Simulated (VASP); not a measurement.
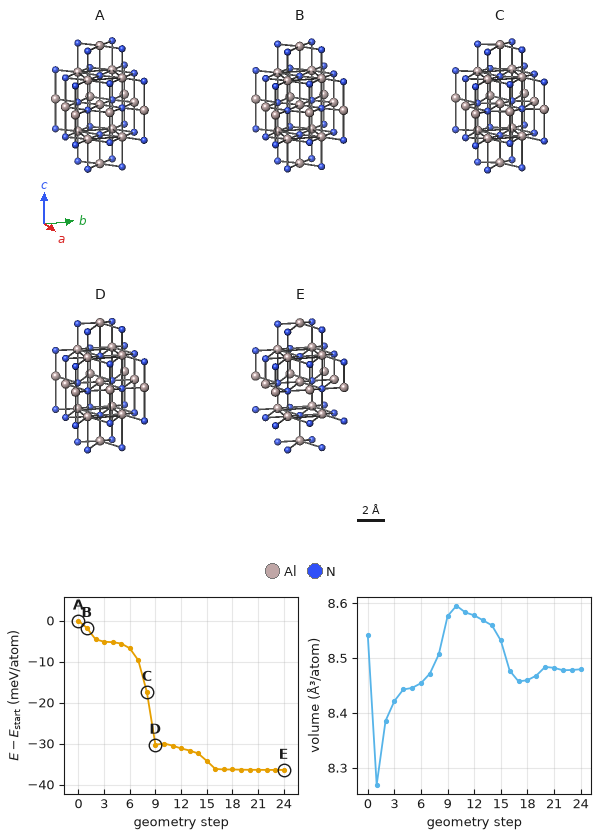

Frames of a relaxation of a crystal of AlN (a generated structure, set up in Cmc2_1), marked on the history of the run. Style: ball-and-stick. Shown: the cell of the calculation, slightly off an axis.

The run lets cell and atoms move.

Level of theory: VASP 6.6.1, Kohn-Sham DFT of a periodic cell, PBEsol, VASP PAW PBE potentials, recommended.

Input file:
```
ALGO = Normal
EDIFF = 1E-6
EDIFFG = -0.01
ENCUT = 600
GGA = PS
IBRION = 2
ISIF = 8
ISMEAR = 0
LASPH = T
LCHARG = F
LREAL = F
LWAVE = F
NELM = 80
NSW = 70
PREC = Accurate
PSTRESS = 100.0
SIGMA = 0.01
```

Run as
```bash
cat potpaw_PBE.64/Al/POTCAR potpaw_PBE.64/N/POTCAR > POTCAR
mpirun -np 1 vasp_std > vasp.out
```

> Describe the path.

The largest moves relative to the cell, 0.14 Å, are those of Al and N atoms. Largest moves by element: Al 0.14 Å, N 0.14 Å. Cell: a = b 2.720 → 2.714 Å (−0.2 %), c 4.617 → 4.605 Å (−0.2 %). Volume −0.7 %. Among the contacts that change: Al–N 2.271 → 1.980 Å, Al–N 2.345 → 2.625 Å, Al–N 1.898 → 1.946 Å, Al–N 1.924 → 1.946 Å. Bond angles that change, for instance: N–Al–N 177.8° → 160.9°, Al–N–Al 177.8° → 160.9°, N–Al–N 177.3° → 160.9°. The space group (tolerance 0.01 Å) goes from Cmc2_1 (No. 36) to I4mm (No. 107). Over 24 geometry steps the energy falls by 36.4 meV per atom. The largest force component goes from 0.43 to 0.0049 eV/Å. The pressure goes from 5.82 to 10.02 GPa. From step 0 to 1: N atoms move most (0.02 Å), volume −3.2 %, energy −1.8 meV per atom. From step 1 to 8: Al and N atoms move most (0.06 Å), volume +2.9 %, energy −15.6 meV per atom. From step 8 to 9: Al and N atoms move most (0.06 Å), volume +0.8 %, energy −12.9 meV per atom. From step 9 to 24: Al atoms move most (0.02 Å), volume −1.1 %, energy −6.1 meV per atom.
